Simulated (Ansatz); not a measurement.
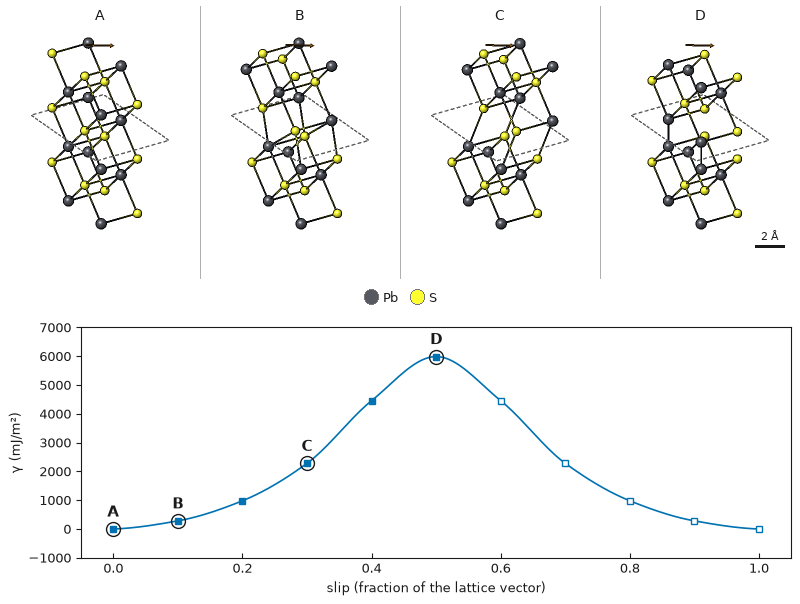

Energy scan for crystalline PbS (Fm-3m), in which the crystal above a cut along the (0 1 1) plane of the conventional cell (between a plane of Pb/S below and one of Pb/S above, 2.10 Å apart) is slid rigidly by fractions of an in-plane lattice vector 7.27 Å long (a generalised stacking fault). One cut stands in each cell, which starts 12.6 Å high; nothing is relaxed, and the dashed outline marks the cut, the arrow on top the direction of slip. The lettered frames are marked on the plot. Hollow markers are points alike by symmetry, not computed again. A ball-and-stick model of the layers on both sides of the cut, seen obliquely from above.

All numbers below come from DFT PBE+D3(BJ), scalar-relativistic, plane waves, PAW in Ansatz 0.2.0. (plane-wave cutoff 420 eV; k-point mesh 6 × 8 × 3; occupations gaussian; smearing width 0.03 eV; no spin polarisation). Energies (free energies at the smearing named) are counted from the relaxed crystal.

Q: Read off the main features of the energy profile.

A: The curve starts and ends at zero, since a full lattice vector restores the crystal. Its highest computed point is 5991 mJ/m² at slip 0.50, which the unstable stacking-fault energy of this rigid path equals or slightly exceeds. No local minimum shows among the points, so there is no metastable fault on this line. The path is symmetric about half-way. Relaxation across the fault would lower the values. The band gap on the mesh, 0.36 eV in the reference, closes at 0.30, 0.40, 0.50.
